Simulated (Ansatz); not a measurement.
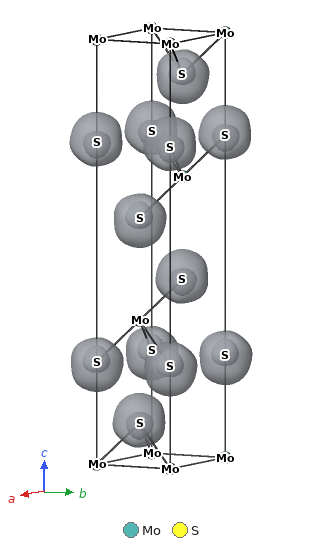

*MoS₂. Isosurface of the electron localisation function at 0.7 (grey), seen at an oblique angle. Core shells and regions of very low density are left out. Sticks mark near contacts.*

Space group R-3m.

Computed with Kohn-Sham DFT of a periodic cell, PBEsol with D3(BJ)-ATM, Ansatz PAW in Ansatz 0.2.0.

In a PAW calculation such maps are meaningful between the atoms, not at the nuclei.

**What do the ELF domains correspond to?**

The ELF exceeds this value in six regions wrapped around S (the valence shell of each), counted in one cell of 9 atoms. Regions shared between cells count once. Profiles from the grid: Mo–S (2.40 Å): the ELF peaks at about 0.80 in the valence shell of S, 0.8 Å from its nucleus, and is about 0.40 at the midpoint.

**Does the calculation give a band gap?**

It is gapless in this calculation (a metal or semimetal); semilocal functionals without U, or without the true magnetic order, often close the gap of such compounds.
